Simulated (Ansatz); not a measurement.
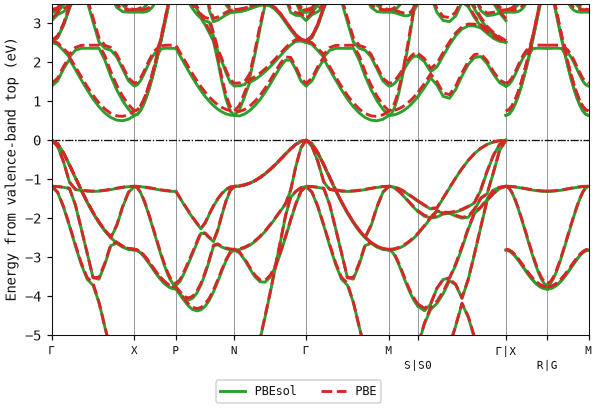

Band structures of Si, space group I4_1/amd, 4 atoms in the cell, by two methods on the same cell. Each is counted from its own valence-band top.

What changes from one method to the other?

Answer. PBEsol gives a gap of 0.50 eV along the path and PBE gives a gap of 0.61 eV along the path. Over the top 3 filled bands the two differ by 0.02 eV on average.

Settings. PBEsol: DFT PBEsol, scalar-relativistic, plane waves, PAW, no spin polarisation, 8×8×4 k mesh, 420 eV cutoff (Ansatz 0.2.0). PBE: DFT PBE, scalar-relativistic, plane waves, PAW, no spin polarisation, 8×8×4 k mesh, 420 eV cutoff, Gaussian smearing of 0.02 eV (Ansatz 0.2.0).

The structure is an invented one, so it need not be a known or stable phase.
